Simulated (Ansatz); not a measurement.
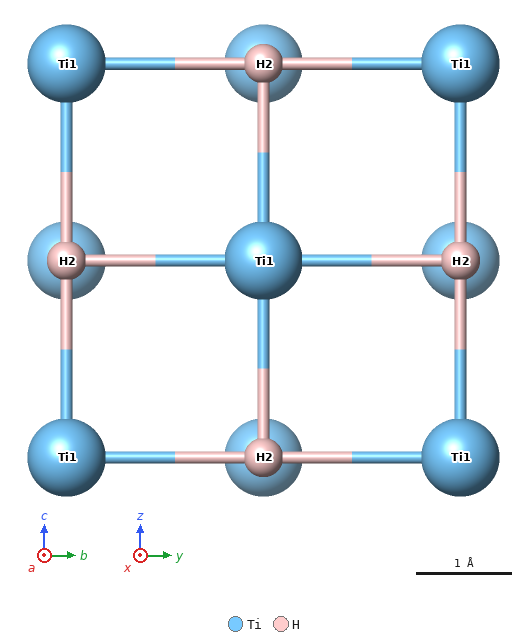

Energy scan for crystalline TiH (Fm-3m), in which the cell is strained in shear in the yz plane, with the atoms kept at their fractional coordinates. x, y and z are the Cartesian axes of the input. The picture shows the reference cell. Style: ball-and-stick. Shown: the conventional cell (4 times the calculation's cell), along the a axis. Lengths and directions refer to the drawn axes.

These are results of Ansatz 0.2.0, DFT LDA, scalar-relativistic, plane waves, PAW, not measurements. (plane-wave cutoff 420 eV; k-point mesh 20 × 20 × 20; occupations gaussian; smearing width 0.15 eV; no spin polarisation). Energies (free energies at the smearing named) are counted from the cell as listed in its source, which wasn't relaxed.

Input
```yaml
crystal:
  lattice:
    - [0.0, 2.08969722, 2.08969722]
    - [2.08969722, 0.0, 2.08969722]
    - [2.08969722, 2.08969722, 0.0]
  atoms:
    - { symbol: Ti, position: [0.0, 0.0, 0.0] }
    - { symbol: H, position: [0.5, 0.5, 0.5] }
basis:
  ecutwfc: 420
kpoints:
  mp_grid: { grid: [20, 20, 20] }
hamiltonian:
  xc: lda
scf:
  occupations: { method: gaussian, width: 0.15 }
output:
  forces: true
  stress: true
  eigenvalues: true
```

Command:
```bash
ansatz run input.yaml --threads 1 --pin off --max-ram 1228MiB --backend cpu --events-out ev --progress --plain --runs-dir out
```

> What energies does the calculation give (the strain: −0.0600, −0.0450, −0.0300, −0.0150, 0.0000, 0.0150, 0.0300, 0.0375, 0.0450, 0.0525, 0.0600)?

```
engineering shear strain  ΔE (meV/atom)
                 −0.0600           7.61
                 −0.0450           4.38
                 −0.0300           1.98
                 −0.0150           0.50
                  0.0000           0.00
                  0.0150           0.50
                  0.0300           1.98
                  0.0375           3.07
                  0.0450           4.38
                  0.0525           5.89
                  0.0600           7.61
```

Points that are alike by symmetry were computed once.

The lowest computed point lies at the strain 0.00 (0.00 meV/atom). The end points stand at 7.61 meV/atom (−0.06) and 7.61 meV/atom (0.06). The unrelaxed reference is under a pressure of −7.9 GPa. The distortion takes the space group from Fm-3m to Immm. At the strain −0.06 the cell of the drawing goes b 4.179 → 4.181 Å, c 4.179 → 4.181 Å, α 90.0° → 93.4°.

The computed profile (hollow markers are points alike by symmetry):

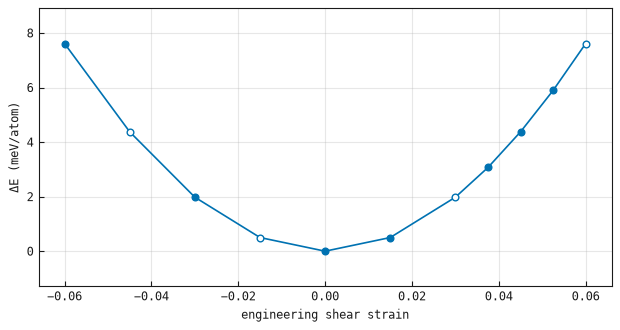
